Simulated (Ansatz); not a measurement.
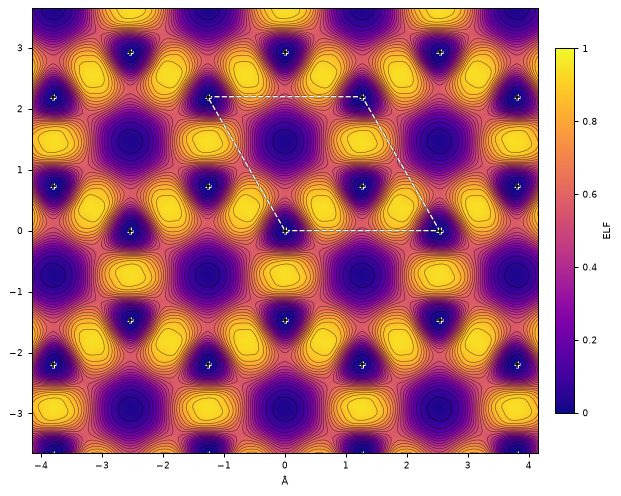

The ELF on a plane through atoms (crosses mark nuclei in the plane).

Method: Ansatz 0.2.0, DFT PBE, scalar-relativistic, plane waves, PAW.

Candidates:
A. Si, a = 5.47 Å, b = 5.47 Å, c = 5.47 Å, α = 90.00°, β = 90.00°, γ = 90.00°. Space group Fd-3m.
B. C, a = 2.54 Å, b = 2.54 Å, c = 8.05 Å, α = 90.00°, β = 90.00°, γ = 120.00°. Space group P6₃/mmc; computed pressure about −17 GPa in this cell.

### Which system is this?

Candidate B: C on the (001) plane of the conventional cell, which holds C. C–C (1.46 Å): the ELF peaks at about 0.95 between the atoms.
